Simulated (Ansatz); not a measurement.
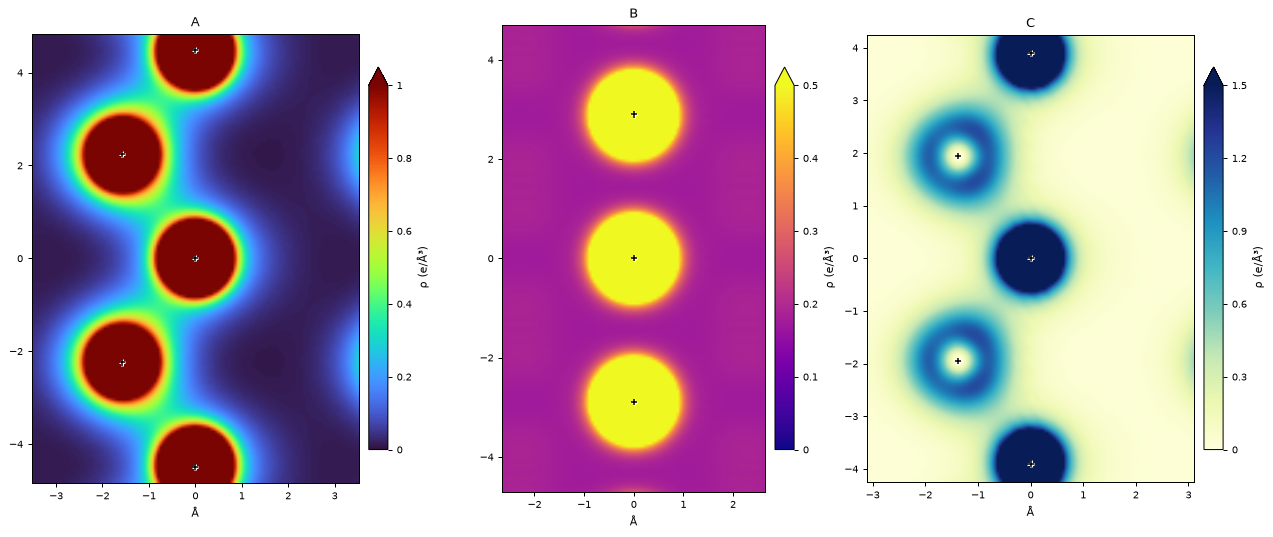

The valence electron density of 3 systems, each on a plane through atoms (crosses mark nuclei in the plane).

These are results of DFT, PBE, PAW with Ansatz's default frozen-core files, scalar-relativistic in Ansatz, not measurements.

System 1: ZnS, the (011) plane of the conventional cell. Space group F-43m; computed pressure about −3 GPa in this cell.

```xyz
8
Lattice="5.5154 0.0000 0.0000 0.0000 0.0000 -5.5154 0.0000 5.5154 0.0000" Properties=species:S:1:pos:R:3 pbc="T T T"
Zn    2.7577    0.0000   -2.7577
Zn    0.0000    2.7577   -2.7577
Zn    0.0000    0.0000    0.0000
Zn    2.7577    2.7577    0.0000
S     4.1365    1.3788   -4.1365
S     1.3788    4.1365   -4.1365
S     1.3788    1.3788   -1.3788
S     4.1365    4.1365   -1.3788
```

System 2: InSb, the (101) plane of the conventional cell. Space group F-43m; computed pressure about 7 GPa in this cell.

```
In Sb
1.0
     6.34708    0.00000    0.00000
     0.00000    0.00000   -6.34708
     0.00000    6.34708    0.00000
In Sb
4 4
Direct
  0.50000 0.50000 0.00000
  0.00000 0.50000 0.50000
  0.00000 0.00000 0.00000
  0.50000 0.00000 0.50000
  0.75000 0.75000 0.25000
  0.25000 0.75000 0.75000
  0.25000 0.25000 0.25000
  0.75000 0.25000 0.75000
```

System 3: Ti, the (100) plane of the conventional cell. Space group R-3m; changed on purpose from its base cell (equal xy, yz and zx shear strains of +2 %, PAW files); computed pressure about −2 GPa in this cell; computed without spin polarisation.

```yaml
crystal:
  lattice:
    - [3.24918, 0.00000, -3.24918]
    - [-3.24918, 3.24918, 0.00000]
    - [1.67382, 1.67382, 1.67382]
  atoms:
    - { symbol: Ti, position: [0.00000, 0.00000, 0.00000] }
    - { symbol: Ti, position: [0.66667, 0.33333, 0.33333] }
    - { symbol: Ti, position: [0.33333, 0.66667, 0.66667] }
```

Q: Match each panel to its system.

A: Panel A is system 2, InSb: the plane holds In and Sb. In–Sb (2.75 Å): the density is about 0.39 e/Å³ at the midpoint. Panel B is system 3, Ti: the plane holds Ti. Ti–Ti (2.90 Å): the density is about 0.18 e/Å³ at the midpoint. Panel C is system 1, ZnS: the plane holds Zn and S. Zn–S (2.39 Å): ρ at the midpoint is about 0.47 e/Å³.
